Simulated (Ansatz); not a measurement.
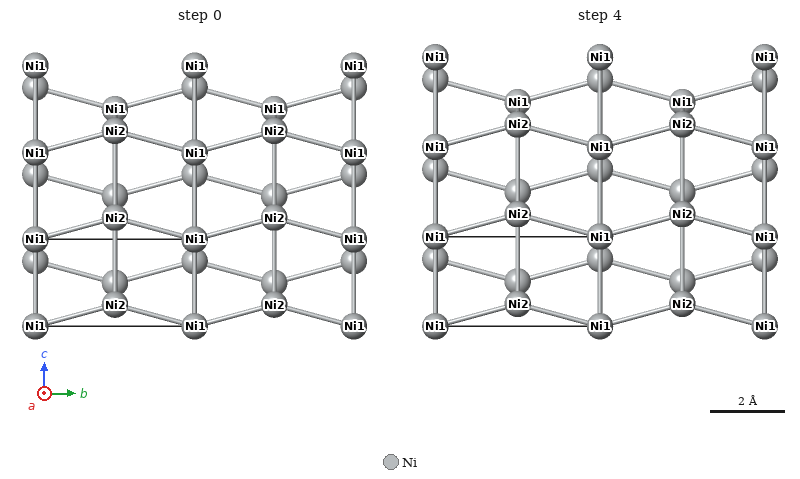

The structure of crystalline Ni (built on the beta-tin_141 type) (coarse preliminary run) before (left) and after (right) a relaxation, at one scale.

A ball-and-stick model of the conventional cell (2 times the calculation's cell), repeated 1 × 2 × 3 with one cell outlined, seen along the a axis. Lengths and directions refer to the drawn axes.

Case: beta-tin type (I4_1/amd, No. 141).

Computed with DFT PBE, scalar-relativistic, plane waves, PAW in Ansatz. Settings: plane-wave cutoff 420 eV; k-point mesh 8 × 8 × 8; occupations gaussian; smearing width 0.1 eV; collinear spin; cell and atoms relaxed; force threshold 0.04 eV/Å; at most 70 steps.

### What changed between the two?

The energy falls by 64.3 meV per atom in 3 accepted moves (4 points after the start). All forces vanish by symmetry, so only the cell relaxes. Pressure: 19.74 GPa at the start and 0.14 GPa at the end. At 1 point the geometry stayed and the basis and grid were re-selected for the new cell (energy shift of 0.5 meV per atom at most each time). The atoms keep their places relative to the cell (all moves are under 0.005 Å). The drawn cell changes as follows: a = b 4.305 → 4.451 Å (+3.4 %), c 2.348 → 2.425 Å (+3.3 %); the volume changes by +10.4 %. Near-neighbour distances that change, for instance: Ni1–Ni1 2.348 → 2.425 Å, Ni1–Ni2 2.231 → 2.307 Å. The space group stays I4_1/amd (No. 141). The run took of the order of 25 core-seconds on a shared host.
